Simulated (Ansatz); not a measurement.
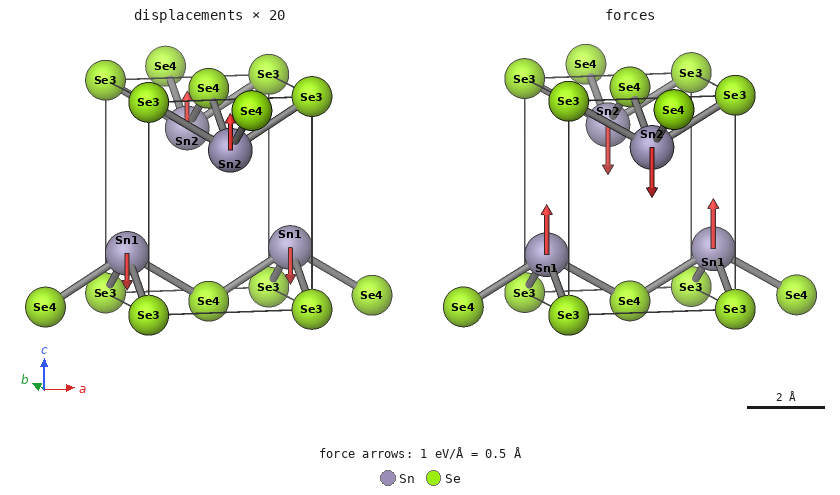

Left: a symmetric starting cell of SnSe (made from another compound by putting Se in place of O), with red arrows for the displacements applied to it (without the part that the change of the cell carries along). Right: the displaced structure with the computed forces. Besides, the cell is strained by +0.6 % along c and +2.1 % across it (volume +4.7 %). A ball-and-stick model of the cell of the calculation, seen slightly off an axis.

Method: DFT PBEsol, scalar-relativistic, plane waves, PAW (Ansatz 0.2.0). Settings: plane-wave cutoff 420 eV; k-point mesh 10 × 10 × 8; occupations gaussian; smearing width 0.1 eV; no spin polarisation.

Q: Describe the distortion and the response.

A: The Sn atoms are displaced by 0.05 Å relative to the cell: Sn1 0.05 Å along −c. No relaxation follows. The starting cell wasn't computed here and needn't be at equilibrium, so pressure and forces aren't due to the change alone. Among the bonded contacts that change: Se–Sn 2.575 → 2.592 Å. The space group stays P4/nmm (No. 129). The pressure is 15.3 GPa (not all of it need come from the change, since the unchanged cell can be under pressure at this level too). The principal stresses (compression positive) are 7.7 GPa along c and 19.1 GPa across it. The largest forces, 2.7 eV/Å, act on Sn1 and Sn2; on Sn1 it points along +c. The forces point straight back along the displacements (cosine −1.00).
